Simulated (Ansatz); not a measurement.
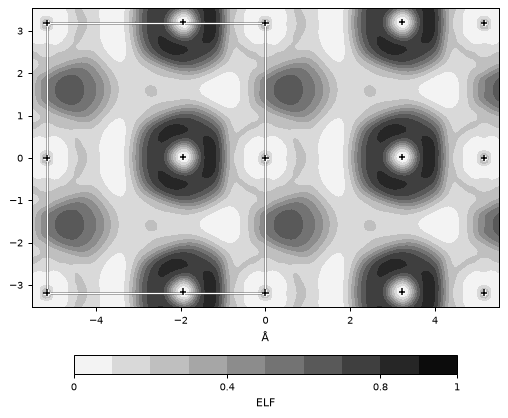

The electron localisation function on a plane through atoms (crosses mark nuclei in the plane).

Level of theory: DFT r2SCAN, scalar-relativistic, plane waves, PAW in Ansatz.

Candidates:
A. WC, a = 3.09 Å, b = 3.09 Å, c = 8.82 Å, α = 90.00°, β = 98.05°, γ = 90.00°. Space group P2₁/m; a structure from a database of computed crystals, not necessarily the ambient phase; not relaxed (largest force 1.4 eV/Å); computed pressure about 2 GPa in this cell.
B. GaN, a = 3.18 Å, b = 5.51 Å, c = 5.17 Å, α = 90.00°, β = 90.00°, γ = 90.00°. Space group Cc; not relaxed (largest force 0.6 eV/Å).

> Which candidate gave the map?

Candidate B: GaN on the (11̄0) plane of the conventional cell, which holds Ga and N. Ga–N (1.94 Å): the ELF peaks at about 0.85 in the valence shell of N, 0.7 Å from its nucleus, and is about 0.50 at the midpoint.
